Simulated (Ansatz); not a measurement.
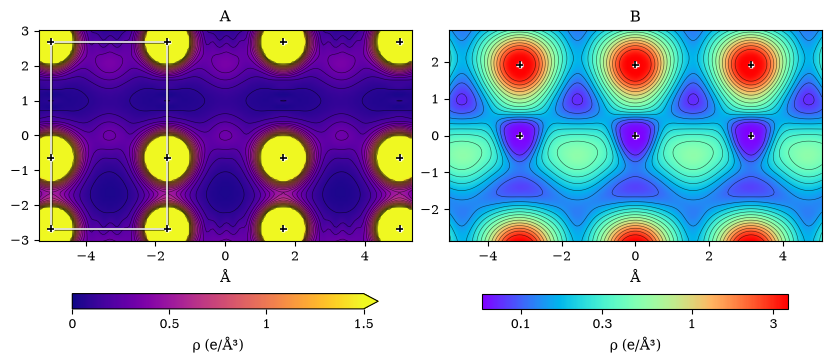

The valence pseudo-density of 2 systems, each on a plane through atoms (crosses mark nuclei in the plane).

The calculation used DFT, PBE, plane waves, PAW in Ansatz 0.2.0.

System 1: AlN, the (010) plane of the conventional cell. Space group P6₃mc; started from the wurtzite prototype, which need not be the ambient phase; changed on purpose from its base cell (hydrostatic strain +1.0%).

```xyz
4
Lattice="3.1378 0.0000 0.0000 -1.5689 2.7174 0.0000 0.0000 0.0000 5.0284" Properties=species:S:1:pos:R:3 pbc="T T T"
Al    0.0000    1.8116    5.0122
Al    1.5689    0.9058    2.4980
N     0.0000    1.8116    1.9018
N     1.5689    0.9058    4.4160
```

System 2: ZnO, the (010) plane of the conventional cell. Space group P6₃mc; started from the wurtzite prototype, which need not be the ambient phase; changed on purpose from its base cell (hydrostatic strain +3.0%); computed pressure about −5 GPa in this cell.

```
Zn O
1.0
     3.33240    0.00000    0.00000
    -1.66620    2.88594    0.00000
     0.00000    0.00000    5.36728
Zn O
2 2
Direct
  0.33333 0.66667 0.99765
  0.66667 0.33333 0.49765
  0.33333 0.66667 0.37735
  0.66667 0.33333 0.87735
```

Question: Match each panel to its system.

Answer: Panel A is system 2, ZnO: the plane holds Zn and O. Zn–O (2.04 Å): ρ at the midpoint is about 0.52 e/Å³. Panel B is system 1, AlN: the plane holds Al and N. Al–N (1.92 Å): ρ is about 0.65 e/Å³ halfway.
